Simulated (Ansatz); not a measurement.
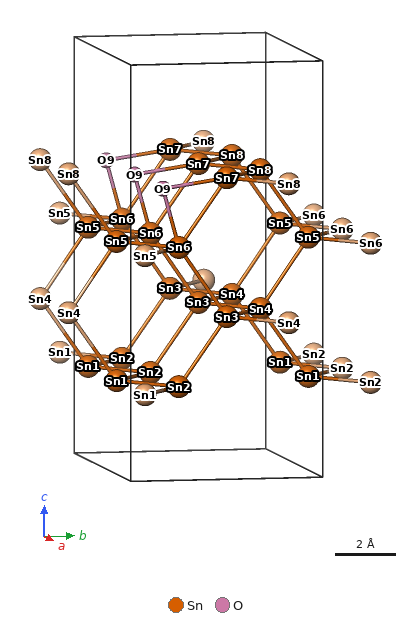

**Figure 1.** The starting structure (ball-and-stick view of the 2 × 1 repeat of the cell, with the vacuum cut short, seen slightly off an axis; neighbours outside the cell are drawn fainter; atoms are numbered from 1 in the order of the input). An atom can appear more than once, as a periodic image. Near neighbours in the periodic cell (some may lie outside the picture): Sn has 3 Sn at 2.83 Å; Sn has 4 Sn at 2.83 to 2.87 Å; Sn has 1 O at 2.06 Å and 4 Sn at 2.83 to 2.87 Å; Sn has 1 O at 2.20 Å and 3 Sn at 2.83 Å; O has 2 Sn at 2.06 to 2.20 Å.

**Geometry relaxation of Sn8O (part 1 of 2)**

The run: geometry relaxation of Sn8O (slab, 9 atoms in the cell). Method and program: DFT PBEsol, scalar-relativistic, plane waves, PAW, no spin polarisation (Ansatz 0.2.0).

The structure derives from an entry of the Crystallography Open Database. The input holds or restrains some coordinates. Forces given for the steps count only the free coordinates. It belongs to a series of runs on one base structure; here: O over the place (0/6, 4/6) of the surface cell, its height relaxed. Figures and captions count atoms from 1; the log counts them from 0 in places.

### Input
```yaml
crystal:
  lattice:
    - [4.6255804186, 0.0, 0.0]
    - [0.0, 6.5415585618, 0.0]
    - [0.0, 0.0, 25.9383706279]
  atoms:
    - { symbol: Sn, position: [0.5, 0.0, 0.3276998437] }
    - { symbol: Sn, position: [0.0, 0.25, 0.3276998437] }
    - { symbol: Sn, position: [0.0, 0.5, 0.416864666] }
    - { symbol: Sn, position: [0.5, 0.75, 0.416864666] }
    - { symbol: Sn, position: [0.5, -0.0008212281, 0.507759393] }
    - { symbol: Sn, position: [0.0, 0.2508212281, 0.507759393] }
    - { symbol: Sn, position: [0.0, 0.5006201598, 0.5966396219] }
    - { symbol: Sn, position: [0.5, 0.7493798402, 0.5966396219] }
    - { symbol: O, position: [0.0, 1.1672868265, 0.5843026866] }
basis:
  ecutwfc: 420
kpoints:
  mp_grid: { grid: [6, 5, 1] }
hamiltonian:
  xc: pbesol
scf:
  occupations: { method: gaussian, width: 0.1 }
output:
  forces: true
  eigenvalues: true
  write_density: true
  write_potential: true
  elf: true
  volumetric_format: npy
relax:
  adjacent_minimum: "off"
  f_tol: 0.02
  max_steps: 25
  constraints: [{ sites: [0, 1, 2, 3, 4, 5, 6, 7] }, { site: 8, fix: xy }]
efield:
  axis: 3
  dipole_correction: true
  ramp_width: 0.04
```

Run on 2 threads of Intel Xeon @ 2.50GHz (Skylake/Cascade Lake), 192 GiB of memory available, shared host.

Run as:
```bash
ansatz run input.yaml --threads 2 --pin off --max-ram 5120MiB --backend cpu --events-out ev --progress --plain --runs-dir out
```

### The program's output
```
Engine: ansatz 0.2.0, x86_64-unknown-linux-gnu
Pseudopotentials: kind: paw
Pseudopotential: Sn, paw, valence charge 14, recommended cutoff 420 eV (normal), Sn.paw.azcp
Pseudopotential: O, paw, valence charge 6, recommended cutoff 420 eV (normal), O.paw.azcp
Functional definition: PBEsol
  exchange = pbesol_x
  correlation = pbesol_c
Crystal: 9 atoms, lattice volume = 784.856 Å³
Basis set: ecut = 420 eV, 15333 PW (Γ), exchange–correlation on 64×90×360 points (8 copies of the dense FFT grid, shifted against one another)
Bands: 71, of which v1, the nominal top of the filled ones, is band 59 counted from 1 (58 counted from 0)
Symmetry: 2 space group operations
Space group: Pm (ITA 6), of the structure as read, at distance tolerance 9.2e-5 Å
k-points: 12 of 30 (time reversal used)
Non-local potential: Sn, projectors of the file, l = 0: 2, l = 1: 2, l = 2: 2, l = 3: 2
Non-local potential: O, projectors of the file, l = 0: 2, l = 1: 2, l = 2: 1
PAW form: soft (Blöchl's): semilocal exchange-correlation on the pseudo side does not see the compensation charge
PAW frozen core: Sn, regenerated for the run's functional, and the local potential with it (the file was generated under x = pbe(κ = 0.804, μ = 0.2195149727645171), c = pbe(β = 0.06672455060314922))
PAW frozen core: O, regenerated for the run's functional, and the local potential with it (the file was generated under x = pbe(κ = 0.804, μ = 0.2195149727645171), c = pbe(β = 0.06672455060314922))
PAW one-centre angular grid: Sn, 590 points (default); XC on 64 Gauss nodes
PAW one-centre angular grid: O, 110 points (default); XC on 64 Gauss nodes
Initial density: superposition of atomic densities (neutral atoms: chi_scale 0, normalization atom), corrected by the library's trained network
Initial wavefunctions: pseudopotential atomic-orbital guess
Functional: x = pbesol(κ = 0.804, μ = 0.12345679012345678), c = pbesol(β = 0.046)
SCF iter   1: F=—  HF=-48154.200138 eV  |F-HF|=—  |Δ(HF+E_count)|=         —  Δρ=4.01e-3  dr2=4.22e-1  ethr=1.77e-3  p=0.029 e·Å  D=6.75e-3 V/Å  ΔV_dip=-0.18 eV  dr2_dipole=1.37e-1  V_vac-E_F(+/−)=4.38/4.56 eV  ⟨swp⟩=9.8  Hψ=3710  notcnv=0  defer=3
efield: sawtooth ramp at fractional position 0.9422 (placed from the atoms, in the widest stretch of the axis that holds none; the zero of the levels goes with the place), width 0.0400; the density the first Hamiltonian is built on has a dipole p = 0.029 e·Å; the dipole correction subtracts the counter field D = 6.75e-3 V/Å, which shifts the + side's vacuum level by -0.18 eV against the − side's; the planar-averaged density in the ramp window peaks in size at 1.1e-6 e/Å³
preconditioner: auto → LDOS  [insulator: Δε(μ)=0.117 eV  Ē_g=18.439 eV  σ=0.100 eV  W_gap=0.57  n_scr=118 (ndim 8)  ℏωp=14.4 eV  f_vac=0.600  D(μ)=3.30/eV (n_scr^D=6)  ε∞_Penn≈1.6  β→1.0]
SCF iter   2: F=—  HF=-48154.207416 eV  |F-HF|=—  |Δ(HF+E_count)|=   7.28e-3  Δρ=4.35e-3  dr2=4.89e-1  ethr=3.57e-4  p=-0.038 e·Å  D=-8.82e-3 V/Å  ΔV_dip=0.23 eV  dr2_dipole=1.34e-1  V_vac-E_F(+/−)=4.57/4.35 eV  ⟨swp⟩=2.9  Hψ=1326  notcnv=0  defer=49
SCF iter   3: F=—  HF=-48154.160254 eV  |F-HF|=—  |Δ(HF+E_count)|=   4.72e-2  Δρ=6.33e-4  dr2=1.03e-2  ethr=3.57e-4  p=-0.005 e·Å  D=-1.16e-3 V/Å  ΔV_dip=0.03 eV  dr2_dipole=2.97e-3  V_vac-E_F(+/−)=4.41/4.38 eV  ⟨swp⟩=2.0  Hψ=1126  notcnv=0  defer=49
SCF iter   4: F=—  HF=-48154.159940 eV  |F-HF|=—  |Δ(HF+E_count)|=   3.13e-4  Δρ=2.08e-4  dr2=5.91e-4  ethr=8.75e-6  p=-0.012 e·Å  D=-2.73e-3 V/Å  ΔV_dip=0.07 eV  dr2_dipole=7.82e-7  V_vac-E_F(+/−)=4.41/4.34 eV  ⟨swp⟩=2.0  Hψ=933  notcnv=0  defer=49
SCF iter   5: F=—  HF=-48154.159835 eV  |F-HF|=—  |Δ(HF+E_count)|=   1.06e-4  Δρ=5.77e-5  dr2=4.93e-5  ethr=5.01e-7  p=-0.013 e·Å  D=-3.00e-3 V/Å  ΔV_dip=0.08 eV  dr2_dipole=1.72e-6  V_vac-E_F(+/−)=4.40/4.33 eV  ⟨swp⟩=2.0  Hψ=1560  notcnv=0  defer=49
SCF iter   6: F=—  HF=-48154.159842 eV  |F-HF|=—  |Δ(HF+E_count)|=   7.07e-6  Δρ=2.30e-5  dr2=1.04e-5  ethr=8.47e-9  p=-0.014 e·Å  D=-3.15e-3 V/Å  ΔV_dip=0.08 eV  dr2_dipole=3.08e-7  V_vac-E_F(+/−)=4.41/4.32 eV  ⟨swp⟩=25.4  Hψ=9999  notcnv=0
iter 7 did not close the SCF: its close was put off until two iterations running show no level that it waits for move by more than its bar (scf_convergence_deferred on its scf_iter line)
SCF iter   7: F=-48154.159842 eV  HF=-48154.159843 eV  |F-HF|=1.01e-6  |Δ(HF+E_count)|=   1.50e-6  Δρ=8.27e-6  dr2=1.72e-6  ethr=8.47e-9  p=-0.014 e·Å  D=-3.17e-3 V/Å  ΔV_dip=0.08 eV  dr2_dipole=6.06e-7  V_vac-E_F(+/−)=4.40/4.32 eV  ⟨swp⟩=15.9  Hψ=8193  notcnv=0
SCF iter   8: F=-48154.159844 eV  HF=-48154.159844 eV  |F-HF|=7.56e-8  |Δ(HF+E_count)|=   5.28e-7  Δρ=3.27e-6  dr2=1.43e-7  ethr=1.46e-9  p=-0.014 e·Å  D=-3.21e-3 V/Å  ΔV_dip=0.08 eV  dr2_dipole=1.67e-8  V_vac-E_F(+/−)=4.41/4.32 eV  ⟨swp⟩=11.4  Hψ=6846  notcnv=0
SCF 1 converged in 8 iterations: F = -48154.159844 eV  dr2 = 1.43e-7
  greatest PAW one-centre occupation: 0.992 electrons in one spin orbital (limit 2), on the Sn atom at site 6 (counted from 0), in its partial waves of l = 2
relax step   1: F+E_penalty+E_count = -48154.15984394 eV  Δ(F+E_penalty+E_count) = +0.000e0 eV  max|allowed force component| = 7.402e-1 eV/Å  Δτ_max = 0.0000 Å  (8 SCF iters, dr2 threshold 1.00e-5 eV, accepted)
Initial density: handed on by an earlier stage of this run
Initial wavefunctions: those handed on with the density
iter 1 solved again at ethr=7.61e-6 eV; its pass at ethr=3.10e-3 eV (dr2=8.98e-3 eV) is discarded
SCF iter   1: F=—  HF=-48154.185749 eV  |F-HF|=—  |Δ(HF+E_count)|=         —  Δρ=1.14e-3  dr2=9.62e-3  ethr=7.61e-6  p=-0.014 e·Å  D=-3.21e-3 V/Å  ΔV_dip=0.08 eV  dr2_dipole=1.49e-3  V_vac-E_F(+/−)=4.41/4.33 eV  ⟨swp⟩=2.2  Hψ=2366  notcnv=0  defer=44
efield: sawtooth ramp at fractional position 0.9422 (handed on by an earlier solve), width 0.0400; the density the first Hamiltonian is built on has a dipole p = -0.014 e·Å; the dipole correction subtracts the counter field D = -3.21e-3 V/Å, which shifts the + side's vacuum level by +0.08 eV against the − side's; the planar-averaged density in the ramp window peaks in size at 3.6e-7 e/Å³
preconditioner: auto → LDOS  [insulator: Δε(μ)=0.104 eV  Ē_g=18.468 eV  σ=0.100 eV  W_gap=0.52  n_scr=118 (ndim 8)  ℏωp=14.4 eV  f_vac=0.600  D(μ)=3.94/eV (n_scr^D=6)  ε∞_Penn≈1.6  β→1.0]
SCF iter   2: F=—  HF=-48154.184574 eV  |F-HF|=—  |Δ(HF+E_count)|=   1.18e-3  Δρ=7.29e-4  dr2=6.39e-3  ethr=7.61e-6  p=-0.023 e·Å  D=-5.41e-3 V/Å  ΔV_dip=0.14 eV  dr2_dipole=8.96e-4  V_vac-E_F(+/−)=4.46/4.32 eV  ⟨swp⟩=2.0  Hψ=1512  notcnv=0  defer=44
SCF iter   3: F=—  HF=-48154.183320 eV  |F-HF|=—  |Δ(HF+E_count)|=   1.25e-3  Δρ=1.80e-4  dr2=3.00e-4  ethr=5.41e-6  p=-0.018 e·Å  D=-4.13e-3 V/Å  ΔV_dip=0.11 eV  dr2_dipole=1.05e-5  V_vac-E_F(+/−)=4.43/4.32 eV  ⟨swp⟩=2.0  Hψ=1271  notcnv=0  defer=44
SCF iter   4: F=-48154.183307 eV  HF=-48154.183314 eV  |F-HF|=7.36e-6  |Δ(HF+E_count)|=   6.44e-6  Δρ=3.67e-5  dr2=1.25e-5  ethr=2.90e-8  p=-0.019 e·Å  D=-4.31e-3 V/Å  ΔV_dip=0.11 eV  dr2_dipole=1.37e-7  V_vac-E_F(+/−)=4.43/4.32 eV  ⟨swp⟩=21.4  Hψ=9213  notcnv=0
SCF 2 converged in 4 iterations: F = -48154.183307 eV  dr2 = 1.25e-5
relax step   2: F+E_penalty+E_count = -48154.18330663 eV  Δ(F+E_penalty+E_count) = -2.346e-2 eV  max|allowed force component| = 2.975e-1 eV/Å  Δτ_max = 0.0460 Å  (4 SCF iters, dr2 threshold 3.42e-5 eV, accepted)
SCF iter   1: F=—  HF=-48154.189958 eV  |F-HF|=—  |Δ(HF+E_count)|=         —  Δρ=8.37e-4  dr2=4.95e-3  ethr=4.39e-5  p=-0.019 e·Å  D=-4.31e-3 V/Å  ΔV_dip=0.11 eV  dr2_dipole=7.16e-4  V_vac-E_F(+/−)=4.44/4.33 eV  ⟨swp⟩=2.0  Hψ=1402  notcnv=0  defer=37
efield: sawtooth ramp at fractional position 0.9422 (handed on by an earlier solve), width 0.0400; the density the first Hamiltonian is built on has a dipole p = -0.019 e·Å; the dipole correction subtracts the counter field D = -4.31e-3 V/Å, which shifts the + side's vacuum level by +0.11 eV against the − side's; the planar-averaged density in the ramp window peaks in size at 3.9e-7 e/Å³
preconditioner: auto → LDOS  [metal: Δε(μ)=0.091 eV  Ē_g=18.464 eV  σ=0.100 eV  W_gap=0.45  n_scr=118 (ndim 8)  ℏωp=14.4 eV  f_vac=0.600  D(μ)=3.92/eV (n_scr^D=6)  β→1.0]
SCF iter   2: F=—  HF=-48154.189324 eV  |F-HF|=—  |Δ(HF+E_count)|=   6.33e-4  Δρ=5.14e-4  dr2=3.05e-3  ethr=4.19e-6  p=-0.026 e·Å  D=-5.92e-3 V/Å  ΔV_dip=0.15 eV  dr2_dipole=3.83e-4  V_vac-E_F(+/−)=4.47/4.32 eV  ⟨swp⟩=2.0  Hψ=1692  notcnv=0  defer=38
SCF iter   3: F=—  HF=-48154.188703 eV  |F-HF|=—  |Δ(HF+E_count)|=   6.21e-4  Δρ=1.36e-4  dr2=1.67e-4  ethr=2.59e-6  p=-0.022 e·Å  D=-5.01e-3 V/Å  ΔV_dip=0.13 eV  dr2_dipole=5.92e-6  V_vac-E_F(+/−)=4.45/4.32 eV  ⟨swp⟩=2.0  Hψ=1031  notcnv=0  defer=38
SCF iter   4: F=—  HF=-48154.188707 eV  |F-HF|=—  |Δ(HF+E_count)|=   3.86e-6  Δρ=2.86e-5  dr2=7.65e-6  ethr=1.42e-7  p=-0.022 e·Å  D=-5.15e-3 V/Å  ΔV_dip=0.13 eV  dr2_dipole=6.75e-8  V_vac-E_F(+/−)=4.45/4.32 eV  ⟨swp⟩=2.0  Hψ=1512  notcnv=0  defer=38
SCF iter   5: F=-48154.188707 eV  HF=-48154.188707 eV  |F-HF|=3.76e-7  |Δ(HF+E_count)|=   5.78e-8  Δρ=5.99e-6  dr2=4.56e-7  ethr=4.69e-9  p=-0.022 e·Å  D=-5.13e-3 V/Å  ΔV_dip=0.13 eV  dr2_dipole=2.79e-9  V_vac-E_F(+/−)=4.45/4.32 eV  ⟨swp⟩=21.8  Hψ=8290  notcnv=0
SCF 3 converged in 5 iterations: F = -48154.188707 eV  dr2 = 4.56e-7
relax step   3: F+E_penalty+E_count = -48154.18870715 eV  Δ(F+E_penalty+E_count) = -5.401e-3 eV  max|allowed force component| = 3.004e-2 eV/Å  Δτ_max = 0.0338 Å  (5 SCF iters, dr2 threshold 5.53e-6 eV, accepted)
SCF iter   1: F=—  HF=-48154.188798 eV  |F-HF|=—  |Δ(HF+E_count)|=         —  Δρ=1.03e-4  dr2=7.77e-5  ethr=6.38e-7  p=-0.022 e·Å  D=-5.13e-3 V/Å  ΔV_dip=0.13 eV  dr2_dipole=1.21e-5  V_vac-E_F(+/−)=4.45/4.32 eV  ⟨swp⟩=2.0  Hψ=1306  notcnv=0
efield: sawtooth ramp at fractional position 0.9422 (handed on by an earlier solve), width 0.0400; the density the first Hamiltonian is built on has a dipole p = -0.022 e·Å; the dipole correction subtracts the counter field D = -5.13e-3 V/Å, which shifts the + side's vacuum level by +0.13 eV against the − side's; the planar-averaged density in the ramp window peaks in size at 3.9e-7 e/Å³
preconditioner: auto → LDOS  [metal: Δε(μ)=0.093 eV  Ē_g=18.464 eV  σ=0.100 eV  W_gap=0.46  n_scr=118 (ndim 8)  ℏωp=14.4 eV  f_vac=0.600  D(μ)=3.92/eV (n_scr^D=6)  β→1.0]
SCF iter   2: F=—  HF=-48154.188778 eV  |F-HF|=—  |Δ(HF+E_count)|=   2.01e-5  Δρ=6.16e-5  dr2=5.07e-5  ethr=6.58e-8  p=-0.023 e·Å  D=-5.35e-3 V/Å  ΔV_dip=0.14 eV  dr2_dipole=9.27e-6  V_vac-E_F(+/−)=4.46/4.32 eV  ⟨swp⟩=2.0  Hψ=1213  notcnv=0
SCF iter   3: F=—  HF=-48154.188769 eV  |F-HF|=—  |Δ(HF+E_count)|=   8.97e-6  Δρ=1.68e-5  dr2=2.88e-6  ethr=4.30e-8  p=-0.023 e·Å  D=-5.22e-3 V/Å  ΔV_dip=0.14 eV  dr2_dipole=1.29e-7  V_vac-E_F(+/−)=4.46/4.32 eV  ⟨swp⟩=2.0  Hψ=1031  notcnv=0
SCF iter   4: F=—  HF=-48154.188770 eV  |F-HF|=—  |Δ(HF+E_count)|=   7.62e-7  Δρ=3.61e-6  dr2=1.25e-7  ethr=2.44e-9  p=-0.023 e·Å  D=-5.24e-3 V/Å  ΔV_dip=0.14 eV  dr2_dipole=1.54e-9  V_vac-E_F(+/−)=4.46/4.32 eV  ⟨swp⟩=2.0  Hψ=1511  notcnv=0
SCF iter   5: F=-48154.188770 eV  HF=-48154.188770 eV  |F-HF|=2.40e-8  |Δ(HF+E_count)|=   3.97e-8  Δρ=7.80e-7  dr2=8.52e-9  ethr=8.47e-11  p=-0.023 e·Å  D=-5.23e-3 V/Å  ΔV_dip=0.14 eV  dr2_dipole=8.65e-11  V_vac-E_F(+/−)=4.46/4.32 eV  ⟨swp⟩=17.0  Hψ=6743  notcnv=0
SCF 4 converged in 5 iterations: F = -48154.188770 eV  dr2 = 8.52e-9
relax step   4: F+E_penalty+E_count = -48154.18876982 eV  Δ(F+E_penalty+E_count) = -6.267e-5 eV  max|allowed force component| = 6.256e-5 eV/Å  Δτ_max = 0.0042 Å  (5 SCF iters, accepted)
```

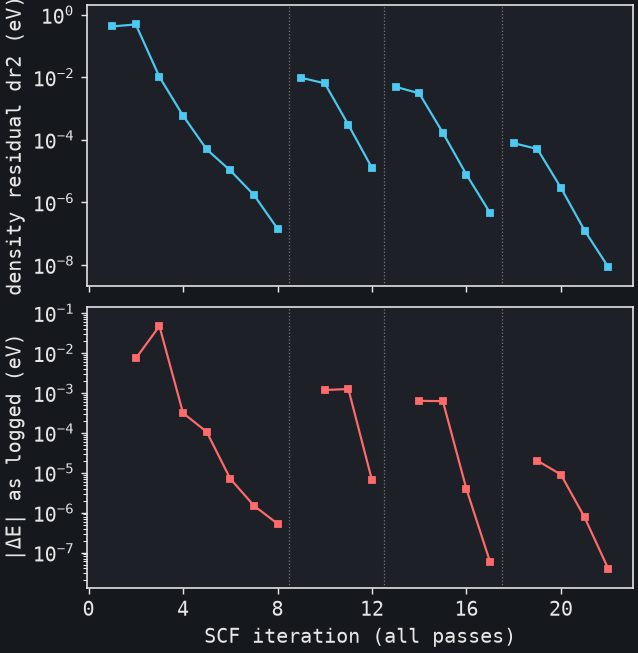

**Figure 2.** Convergence of the self-consistent field: density residual dr2 and size of the energy change against the SCF iteration. The dotted lines part the SCF passes of the relaxation: geometry steps, rejected trials and re-solves on a re-selected basis. The passes take 8, 4, 5 and 5 iterations.

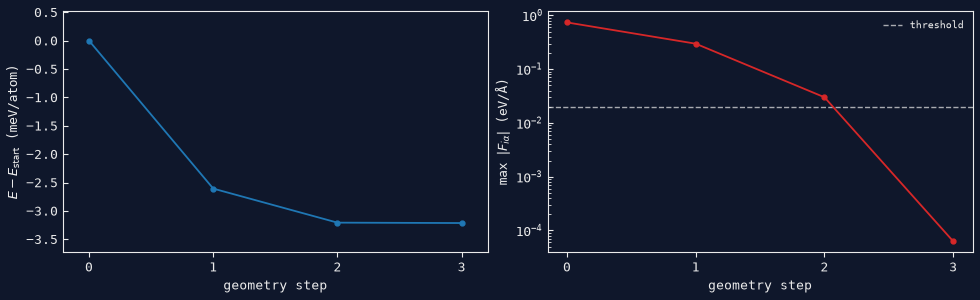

**Figure 3.** Progress of the restrained relaxation, step by step (the first geometry is step 0 here and step 1 in the log).

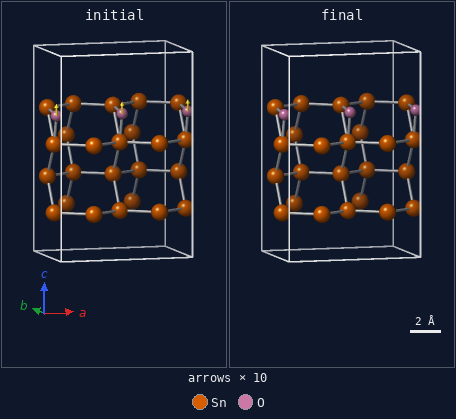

**Figure 4.** Before (left) and after (right) the restrained relaxation, at one scale (ball-and-stick view of the 2 × 1 repeat of the cell, with the vacuum cut short, seen slightly off an axis). The yellow arrows give the displacements, magnified 10 times. The energy falls by 3.2 meV per atom in 3 geometry steps. Largest force component: 0.74 eV/Å at the start, under 0.0001 eV/Å at the end. The atom that moves furthest is O9 (0.084 Å). Sn stays in place. The cell stays as it was. Among the contacts that change: Sn6–O9 2.059 → 2.140 Å, Sn7–O9 2.204 → 2.193 Å. Among the angles that change: Sn6–Sn7–O9 46.3° → 48.5°. (Atoms are counted from 1 in the order of the input.)
